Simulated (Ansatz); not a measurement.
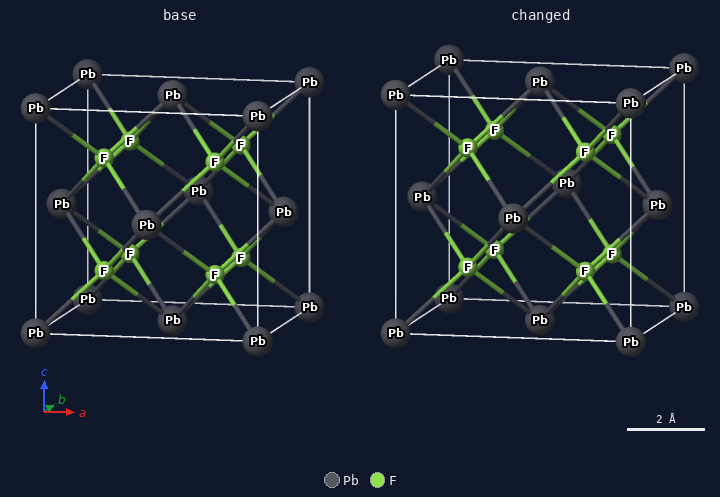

Left: a symmetric starting cell of PbF₂. Right: the same structure after one change, at the same scale. Style: ball-and-stick. Shown: the conventional cell (4 times the calculation's cell), slightly off an axis. Lengths and directions refer to the drawn axes.

All numbers below come from DFT PBE, scalar-relativistic, plane waves, PAW in Ansatz 0.2.0. Set-up: plane-wave cutoff 420 eV; k-point mesh 8 × 8 × 8; occupations gaussian; smearing width 0.02 eV; no spin polarisation.

### What was changed?

The cell is strained by +3.0 % along b and +6.0 % across it (volume +15.6 %), the atoms keeping their fractional coordinates. No relaxation follows. The starting cell wasn't computed here and needn't be at equilibrium, so pressure and forces aren't due to the change alone.

### And its effect?

Near-neighbour distances before and after: F–Pb 2.572 → 2.700 Å. The space group (tolerance 0.01 Å) goes from Fm-3m (No. 225) to I4/mmm (No. 139). The pressure is −5.8 GPa (not all of it need come from the change, since the unchanged cell can be under pressure at this level too). The principal stresses (compression positive) are −4.8 GPa along b and −6.3 GPa across it. All forces vanish by symmetry.
